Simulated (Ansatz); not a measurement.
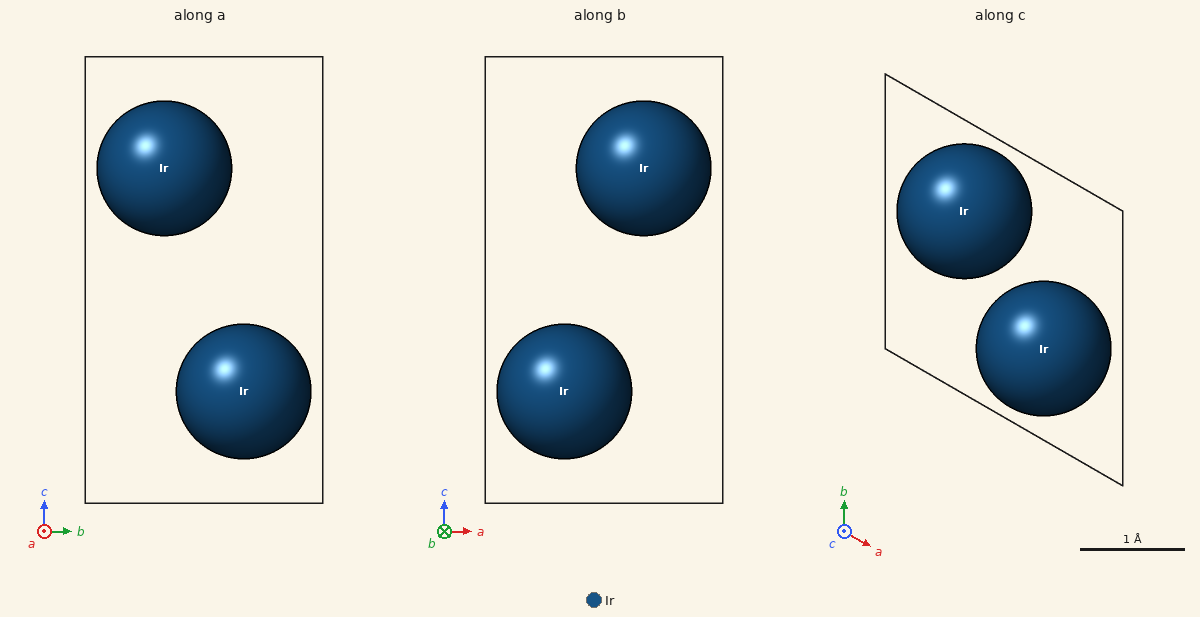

Spheres-only drawing of the structure, looking along the a axis, along the b axis and along the c axis. The conventional unit cell is drawn as a box.

Lattice parameters: a = 2.652 Å, b = 2.652 Å, c = 4.310 Å, α = 90.00°, β = 90.00°, γ = 120.00°. Put a along x and b in the xy plane.

Question: Reconstruct the structure as a POSCAR file.

Answer:
```
Ir
1.0
     2.652    0.000    0.000
    -1.326    2.297    0.000
     0.000    0.000    4.310
Ir
2
Direct
  0.3333 0.6667 0.2500
  0.6667 0.3333 0.7500
```

The structure comes from a structure type filled with this element by a generator (whether the element takes this form wasn't checked). Earlier steps of the study may have refined or changed the cell and positions. It went into a calculation with Ansatz.

At this level of theory the cell isn't at rest (compressed, at 38 GPa), so its distances can differ from those at equilibrium, the more so the softer the solid.
